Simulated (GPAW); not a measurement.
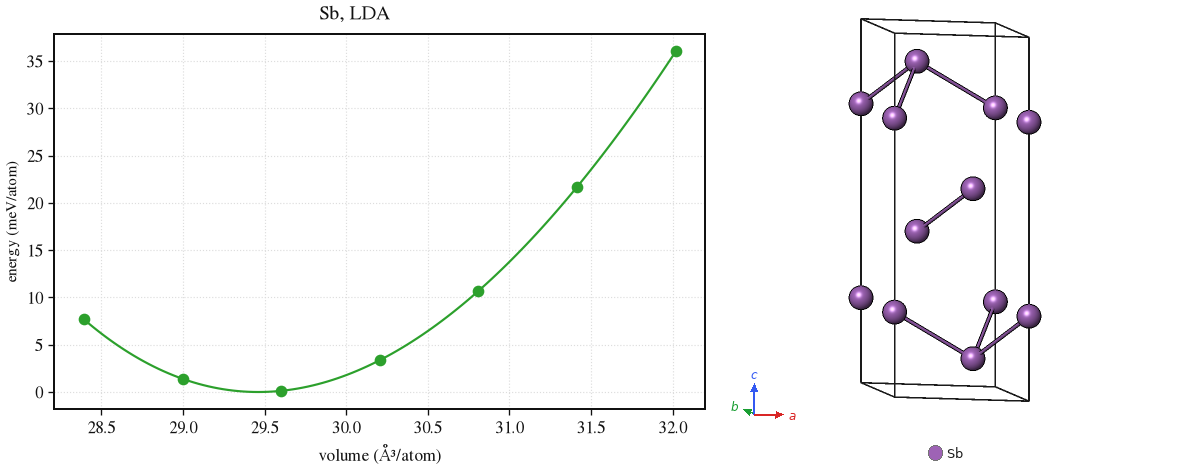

The plot gives the computed energy against volume for Sb, space group R-3m (No. 166). The conventional cell is drawn beside the plot.

Starting cell:
```yaml
crystal:
  lattice:
    - [2.15420, 1.24373, 3.75800]
    - [-2.15420, 1.24373, 3.75800]
    - [0.00000, -2.48746, 3.75800]
  atoms:
    - { symbol: Sb, position: [0.76651, 0.76651, 0.76651] }
    - { symbol: Sb, position: [0.23349, 0.23349, 0.23349] }
```

How it was computed, with GPAW 26.7.0: PAW DFT in plane waves, on a grid or in atomic orbitals, no spin polarisation; energies at scaled volumes of the given cell, shape and fractions fixed, counted from the fit's minimum, third-order Birch-Murnaghan fit. Level: LDA.

```csv
setting,value
k mesh,6×6×6
occupations,Fermi–Dirac
smearing width,0.05 eV
potentials,GPAW PAW data sets (gpaw data 1.2.1)
wave cutoff,600 eV
program settings,basis pw
```

From this curve and the settings, what does the calculation give for the pressure at the same points?

The pressure falls from 2.35 GPa at volume 28.39 Å³/atom to −4.23 GPa at 32.02 Å³/atom, and changes sign near 29.45 Å³/atom.

```csv
volume (Å³/atom),pressure (GPa)
28.39,2.35
29.00,0.95
29.60,-0.31
30.21,-1.45
30.81,-2.48
31.41,-3.41
32.02,-4.23
```

Limits of the calculation: shape and atomic fractions are frozen while scaling, which makes layered, chain and framework solids too stiff.
